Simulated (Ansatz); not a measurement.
```cif
data_structure
_symmetry_space_group_name_H-M 'P 1'
_symmetry_Int_Tables_number 1
_cell_length_a 5.1589
_cell_length_b 5.1589
_cell_length_c 12.6367
_cell_angle_alpha 90.000
_cell_angle_beta 90.000
_cell_angle_gamma 60.000
_cell_volume 291.26
loop_
_atom_site_label
_atom_site_type_symbol
_atom_site_fract_x
_atom_site_fract_y
_atom_site_fract_z
_atom_site_occupancy
Ga1 Ga 0.00000 0.00000 0.00000 1
Ga2 Ga 0.33333 0.33333 0.66667 1
Ga3 Ga 0.66667 0.66667 0.33333 1
Sb1 Sb 0.66667 0.66667 0.58333 1
Sb2 Sb 0.00000 0.00000 0.25000 1
Sb3 Sb 0.33333 0.33333 0.91667 1
Sb4 Sb 0.66667 0.66667 0.08333 1
Sb5 Sb 0.00000 0.00000 0.75000 1
Sb6 Sb 0.33333 0.33333 0.41667 1
Sb7 Sb 0.66667 0.66667 0.83333 1
Sb8 Sb 0.00000 0.00000 0.50000 1
Sb9 Sb 0.33333 0.33333 0.16667 1
```

Space group Fm-3m; a structure from a database of computed crystals, not necessarily the ambient phase.

Computed with DFT PBE+D3(BJ), scalar-relativistic, plane waves, PAW (Ansatz 0.2.0).

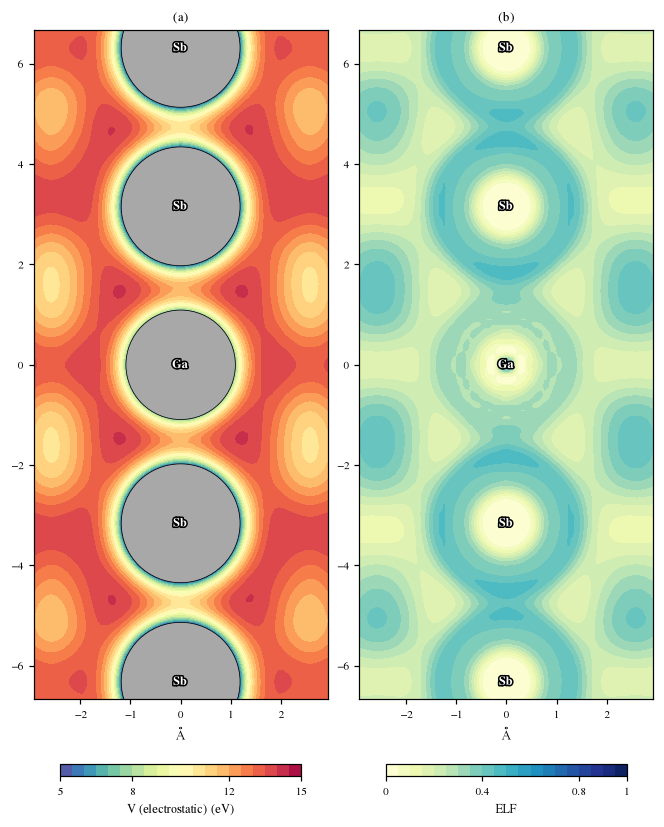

GaSb₃. (a) electrostatic potential (local pseudopotential plus Hartree) felt by an electron; (b) electron localisation function on the (100) plane of the calculation cell. Grey discs cover the atomic cores in the potential map.

Core electrons are frozen (PAW), and the valence fields are smoothed inside the atomic spheres.

Question: What do the fields say about this system?

Answer:
- The section cuts through Ga and Sb sites.
- Ga–Sb (3.16 Å): the ELF is about 0.40 at the midpoint (no localised pair shows between them).
- Sb–Sb (3.16 Å): the ELF is about 0.45 at the midpoint.
- The features right at Ga lie inside the PAW spheres, where the map follows smoothed inner orbitals and isn't to be read closely.
- Outside the cores the potential energy rises away from the atoms and is highest about 1.9 Å from the nearest atoms; its zero is arbitrary.
